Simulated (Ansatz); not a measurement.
# H2O: single-point calculation

The run: single-point calculation of H2O (molecule in a box, 3 atoms in the cell). Method and program: DFT PBE+D3(BJ), scalar-relativistic, plane waves, PAW, no spin polarisation (Ansatz 0.2.0).

The structure derives from an entry of the Crystallography Open Database. It belongs to a series of runs on one base structure; here: the molecular layer at its places in the relaxed adsorbed structure. Figures and captions count atoms from 1; the log counts them from 0 in places.

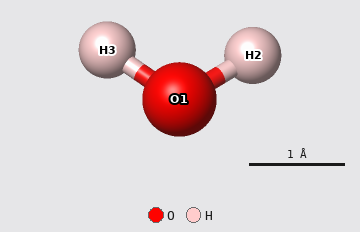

Figure 1. The input geometry (ball-and-stick view of the molecule without its box, seen at an oblique angle; atoms are numbered from 1 in the order of the input). An atom can appear more than once, as a periodic image. Bond lengths as drawn: H–O 0.97 to 0.98 Å.

### Results in brief

| quantity | value |
| --- | --- |
| outcome | converged |
| electrons treated | 8 |
| free energy | −599.2317 eV |
| Fermi energy | −4.128 eV |
| gap on the k-point mesh | 6.05 eV |
| largest force (length of the vector) | 0.398 eV/Å |
| hardware | 4 threads of Intel Xeon (Granite Rapids), 16 GiB of memory available, shared host |
| wall time | 1.6 s (CPU time 5.4 s) |
| peak memory | 1.2 GiB |

### The input
```yaml
crystal:
  lattice:
    - [8.1097874832, 0.0, 0.0]
    - [0.0, 8.1227572128, 0.0]
    - [0.0, 0.0, 27.4762880699]
  atoms:
    - { symbol: O, position: [-0.0291220852, 0.9665467849, 0.7027635266] }
    - { symbol: H, position: [0.0148202978, 1.0372626577, 0.6770466798] }
    - { symbol: H, position: [0.0583936006, 0.8873948241, 0.7085668944] }
basis:
  ecutwfc: 420
kpoints:
  mp_grid: { grid: [2, 2, 1] }
hamiltonian:
  xc: pbe
  dispersion: d3bj
scf:
  occupations: { method: gaussian, width: 0.05 }
output:
  forces: true
  eigenvalues: true
  write_density: true
  volumetric_format: npy
efield:
  axis: 3
  dipole_correction: true
  ramp_width: 0.04
```

Launched with:
```bash
ansatz run input.yaml --threads 4 --pin off --max-ram 10240MiB --backend cpu --events-out ev --progress --plain --runs-dir out
```

### What the program printed
```
Engine: ansatz 0.2.0, x86_64-unknown-linux-gnu
Pseudopotentials: kind: paw
Pseudopotential: O, paw, valence charge 6, recommended cutoff 420 eV (normal), O.paw.azcp
Pseudopotential: H, paw, valence charge 1, recommended cutoff 420 eV (normal), H.paw.azcp
Functional definition: PBE
  parameter kappa = 0.804
  parameter beta = 0.06672455060314922
  exchange = pbe_x(kappa = kappa, mu = beta*pi^2/3)
  correlation = pbe_c(beta = beta)
Crystal: 3 atoms, lattice volume = 1809.968 Å³
Basis set: ecut = 420 eV, 35355 PW (Γ), exchange–correlation on 120×120×384 points (8 copies of the dense FFT grid, shifted against one another)
Bands: 8, of which v1, the nominal top of the filled ones, is band 4 counted from 1 (3 counted from 0)
Symmetry: 1 space group operations
Space group: P1 (ITA 1), of the structure as read, at distance tolerance 1.2e-4 Å
k-points: 4
Non-local potential: O, projectors of the file, l = 0: 2, l = 1: 2, l = 2: 1
Non-local potential: H, projectors of the file, l = 0: 2, l = 1: 1
PAW form: soft (Blöchl's): semilocal exchange-correlation on the pseudo side does not see the compensation charge
PAW one-centre angular grid: O, 110 points (default); XC on 64 Gauss nodes
PAW one-centre angular grid: H, 110 points (default); XC on 64 Gauss nodes
Initial density: superposition of atomic densities (neutral atoms: chi_scale 0, normalization atom), corrected by the library's trained network
Initial wavefunctions: pseudopotential atomic-orbital guess
Functional: x = pbe(κ = 0.804, μ = 0.2195149727645171), c = pbe(β = 0.06672455060314922)
SCF iter   1: F=—  HF=-599.230964 eV  |F-HF|=—  |Δ(HF+E_count)|=         —  Δρ=2.81e-4  dr2=2.74e-3  ethr=1.77e-3  p=-0.155 e·Å  D=-1.55e-2 V/Å  ΔV_dip=0.43 eV  dr2_dipole=8.21e-6  V_vac-E_F(+/−)=4.49/4.06 eV  ⟨swp⟩=7.5  Hψ=367  notcnv=0
efield: sawtooth ramp at fractional position 0.1728 (placed from the atoms, in the widest stretch of the axis that holds none; the zero of the levels goes with the place), width 0.0400; the density the first Hamiltonian is built on has a dipole p = -0.155 e·Å; the dipole correction subtracts the counter field D = -1.55e-2 V/Å, which shifts the + side's vacuum level by +0.43 eV against the − side's; the planar-averaged density in the ramp window peaks in size at 3.5e-7 e/Å³
preconditioner: auto → Resta (q_TF=auto, 1.105 Å⁻¹)  ε∞=1.0  [insulator: Δε(μ)=6.048 eV  Ē_g=9.861 eV  σ=0.050 eV  W_gap=1.00  n_scr=40 (ndim 8)  ℏωp=2.1 eV  f_vac=0.936  D(μ)=0.00/eV (n_scr^D=0)  ε∞_Penn≈1.0  vacuum switching on, ρ_ref=7.1e-3 e/Å³]
SCF iter   2: F=—  HF=-599.231149 eV  |F-HF|=—  |Δ(HF+E_count)|=   1.85e-4  Δρ=1.99e-4  dr2=4.93e-4  ethr=3.43e-5  p=-0.162 e·Å  D=-1.62e-2 V/Å  ΔV_dip=0.44 eV  dr2_dipole=7.67e-7  V_vac-E_F(+/−)=4.44/4.00 eV  ⟨swp⟩=2.2  Hψ=90  notcnv=0
SCF iter   3: F=—  HF=-599.231512 eV  |F-HF|=—  |Δ(HF+E_count)|=   3.63e-4  Δρ=6.06e-5  dr2=1.05e-4  ethr=6.16e-6  p=-0.164 e·Å  D=-1.64e-2 V/Å  ΔV_dip=0.45 eV  dr2_dipole=4.75e-7  V_vac-E_F(+/−)=4.45/4.00 eV  ⟨swp⟩=2.0  Hψ=52  notcnv=0
SCF iter   4: F=—  HF=-599.231716 eV  |F-HF|=—  |Δ(HF+E_count)|=   2.04e-4  Δρ=1.13e-5  dr2=2.36e-6  ethr=1.31e-6  p=-0.166 e·Å  D=-1.66e-2 V/Å  ΔV_dip=0.46 eV  dr2_dipole=7.90e-9  V_vac-E_F(+/−)=4.43/3.97 eV  ⟨swp⟩=3.0  Hψ=64  notcnv=0
SCF iter   5: F=—  HF=-599.231746 eV  |F-HF|=—  |Δ(HF+E_count)|=   3.01e-5  Δρ=3.16e-6  dr2=8.08e-8  ethr=2.95e-8  p=-0.166 e·Å  D=-1.66e-2 V/Å  ΔV_dip=0.46 eV  dr2_dipole=3.83e-11  V_vac-E_F(+/−)=4.43/3.97 eV  ⟨swp⟩=2.2  Hψ=68  notcnv=0
SCF iter   6: F=-599.231747 eV  HF=-599.231747 eV  |F-HF|=5.53e-9  |Δ(HF+E_count)|=   1.16e-6  Δρ=6.97e-7  dr2=2.79e-9  ethr=1.01e-9  p=-0.166 e·Å  D=-1.66e-2 V/Å  ΔV_dip=0.46 eV  dr2_dipole=2.80e-13  V_vac-E_F(+/−)=4.43/3.97 eV  ⟨swp⟩=11.5  Hψ=320  notcnv=0
SCF 1 converged in 6 iterations: F = -599.231747 eV  dr2 = 2.79e-9
  greatest PAW one-centre occupation: 0.869 electrons in one spin orbital (limit 2), on the O atom at site 0 (counted from 0), in its partial waves of l = 0
```

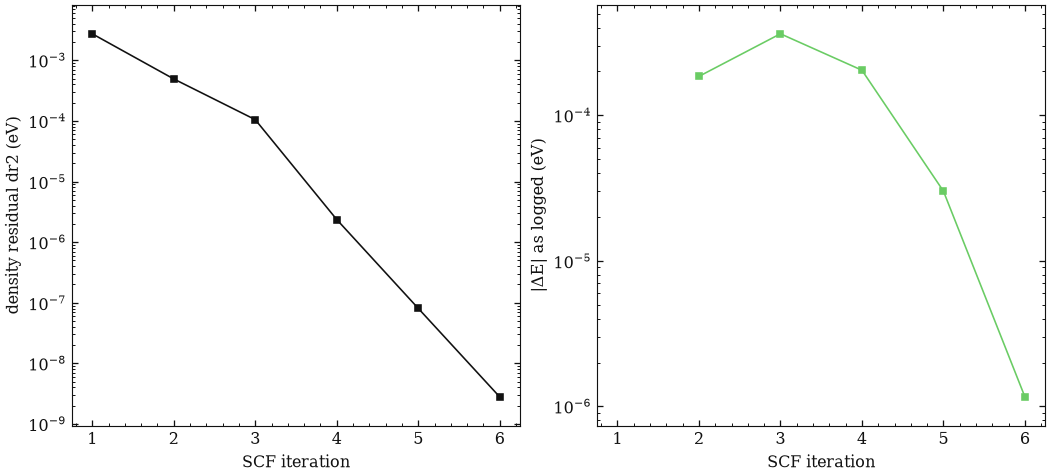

Figure 2. Convergence of the self-consistent field: density residual dr2 and size of the energy change against the SCF iteration. The residual falls at every step.

```
SCF converged after 6 iterations
Free energy (F): -599.231747 eV
Harris-Foulkes:  -599.231747 eV  (|F-HF|=5.53e-9)
Internal energy: -599.231747 eV  (E = F + TS)
E sigma→0 (E₀):  -599.231747 eV
Fermi energy:    -4.128271 eV
Dipole field:    D = -0.016631 V/Å  (p = -0.166348 e·Å, saw-weighted, corrected)
Work function:   Φ+ = 4.4283 eV   Φ− = 3.9713 eV
Levels:          The Fermi level and band energies are counted from a zero that moves with the ramp; work functions are not
--- Per-component energies (eV) ---
  E_band       = -109.099642
  E_kinetic    = 201.858300
  E_local      = -1329.494122  (includes V_loc(G=0)·N_el)
  E_nonlocal   = 51.574861
  E_hartree    = 560.038827
  E_xc         = -90.508229
  E_vxc        = -115.589061  (∫ρ·V_xc dr)
  E_paw        = -159.570176  (= ΣΔE_a)
  E_vpaw       = -37.556983  (= ΣTr[D̂ρ^β])
  E_aug_tail   = -0.000049  (compensation charges beyond the density's cutoff)
  E_efield     = 0.001383  (sawtooth field / dipole correction)
  E_vefield    = 0.030065  (∫n·V_field dr)
  E_ewald      = 166.877483
  E_disp       = -0.010024  (pairwise vdW)
  E_smearing   = -0.000000  (= −TS)
  E_closure    = -0.000000  (closes the sum)
  Σ components = -599.231747   (vs F -599.231747, Δ=0.00e0)
--- Forces (eV/Å), atoms counted from 1 ---
  atom   1  O      0.15346698     0.19198165    -0.29389636
  atom   2  H     -0.12584001    -0.23587921     0.29531782
  atom   3  H     -0.02762418     0.04389563    -0.00141577
  max |Σ_I F_I| component: 5.68e-6 eV/Å
--- Band table (eV) ---
  k-point 0: bands = ["-25.1677", "-12.9541", "-9.2748", "-7.1529", "-1.1040", "-0.0511", "0.2013", "0.5823"]
  k-point 1: bands = ["-25.1677", "-12.9542", "-9.2748", "-7.1532", "-0.8839", "0.1026", "0.4888", "0.5623"]
  k-point 2: bands = ["-25.1677", "-12.9541", "-9.2750", "-7.1530", "-0.9259", "0.2681", "0.4795", "0.5906"]
  k-point 3: bands = ["-25.1677", "-12.9541", "-9.2750", "-7.1533", "-0.7364", "0.3904", "0.7332", "0.9420"]
```

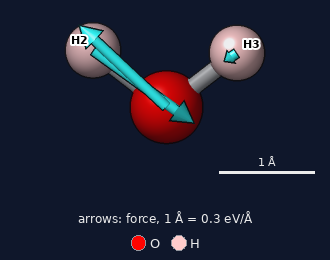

Figure 3. Forces on the atoms as teal arrows (ball-and-stick view of the molecule without its box, seen at a tilt; atoms are numbered from 1 in the order of the input). The largest act on H2 (0.40 eV/Å); O1 (0.38 eV/Å). The geometry is not a stationary point of this energy.

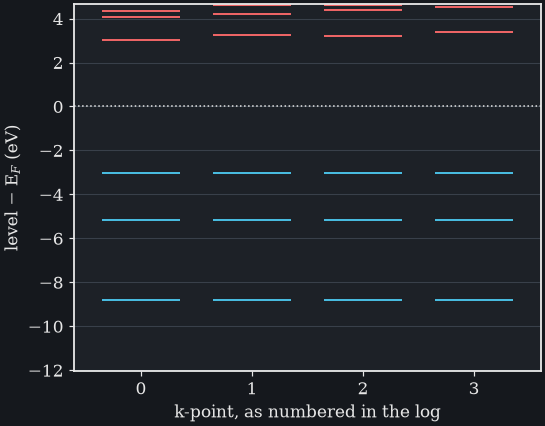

Figure 4. Kohn–Sham levels near the Fermi level (dotted) at the few k-points that the log prints; levels within 0.02 eV of each other stand side by side. Among these points the highest filled and lowest empty levels are 6.05 eV apart, which is the gap on the mesh.
